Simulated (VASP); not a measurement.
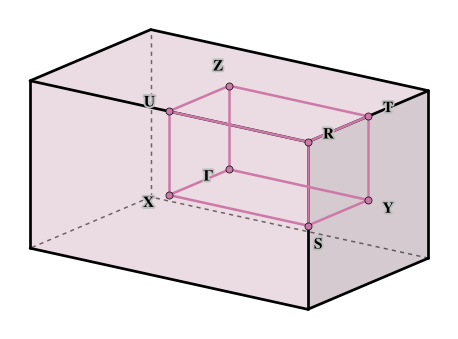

The figure shows the first Brillouin zone with its special points and a band path. Crystal: HfO2, coordinates from a relaxation with VASP Kohn-Sham DFT of a periodic cell, revPBE, VASP PAW PBE potentials, recommended (VASP 6.6.1). The drawing is computed from the coordinates (standard cell, symmetry found to 0.002 Å).

Labels and path follow the convention of Hinuma et al. (2017), as computed by seekpath.

### Name the Bravais lattice of the crystal.

A primitive orthorhombic lattice (oP; extended symbol oP1). The zone is a parallelepiped in its combinatorial type: 6 faces (6 with 4 edges), 12 edges, 8 vertices.

### Write the standard path through the labelled points.

Γ–X–S–Y–Γ–Z–U–R–T–Z | X–U | Y–T | S–R
